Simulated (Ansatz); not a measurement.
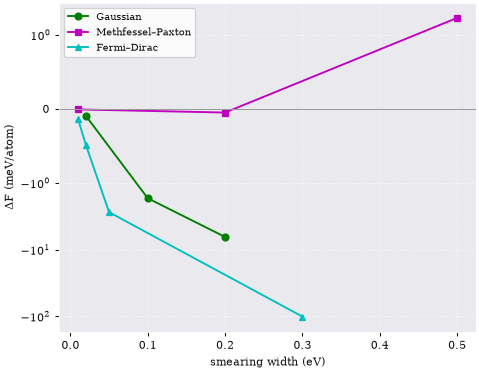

Free energy against smearing width for several smearing schemes.
Ti2C (R-3m, 3 atoms in the cell); DFT PBEsol, scalar-relativistic, plane waves, PAW in Ansatz; cutoff 420 eV, 18×18×18 k-mesh.
ΔF is counted from the tetrahedron result.

**How far does each scheme shift the free energy at its largest width?**

Gaussian smearing: −6.4 meV/atom at 0.2 eV. Methfessel–Paxton smearing: 1.8 meV/atom at 0.5 eV. Fermi–Dirac smearing: −100 meV/atom at 0.3 eV. Plain smearing lowers the free energy by a term of second order in the width; Methfessel–Paxton and cold smearing are built to cancel that term.
